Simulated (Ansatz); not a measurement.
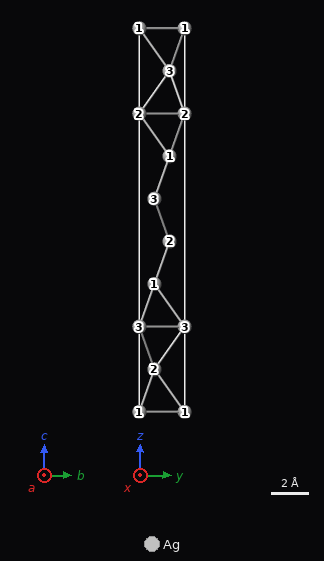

A crystal of Ag (R-3m): the ratio of the cell's length along z to its lengths across, counted as 1 for the reference, is changed at fixed volume (a c/a path), with the atoms kept at their fractional coordinates. x, y and z are the Cartesian axes of the input. The picture shows the reference cell. The picture is a ball-and-stick view of the conventional cell (3 times the calculation's cell), seen along the a axis. Lengths and directions refer to the drawn axes.

Level of theory: Ansatz, DFT PBEsol, scalar-relativistic, plane waves, PAW. Set-up: plane-wave cutoff 420 eV; k-point mesh 24 × 24 × 24; occupations gaussian; smearing width 0.15 eV; no spin polarisation. Energies (free energies at the smearing named) are counted from the relaxed crystal.

```
Ag
1.0
     1.43437    0.82813    7.01967
    -1.43437    0.82813    7.01967
     0.00000   -1.65627    7.01967
Ag
3
Direct
  0.00000 0.00000 0.00000
  0.77769 0.77769 0.77769
  0.22231 0.22231 0.22231
```

Question: Predict the energy profile (the relative ratio: 0.85, 0.92, 1.00, 1.10, 1.20).

Answer:
```csv
axial ratio over its reference value,energy change (meV/atom)
0.85,91.7
0.92,28.7
1.00,0.0
1.10,34.6
1.20,135.4
```

The lowest computed point lies at the relative ratio 1.00 (0.0 meV/atom). At the ends of the scan the energy is 91.7 meV/atom (0.85) and 135.4 meV/atom (1.20). The distortion keeps the space group R-3m. At the relative ratio 1.20 the cell of the drawing goes a 2.869 → 2.700 Å, b 2.869 → 2.700 Å, c 21.059 → 23.781 Å.
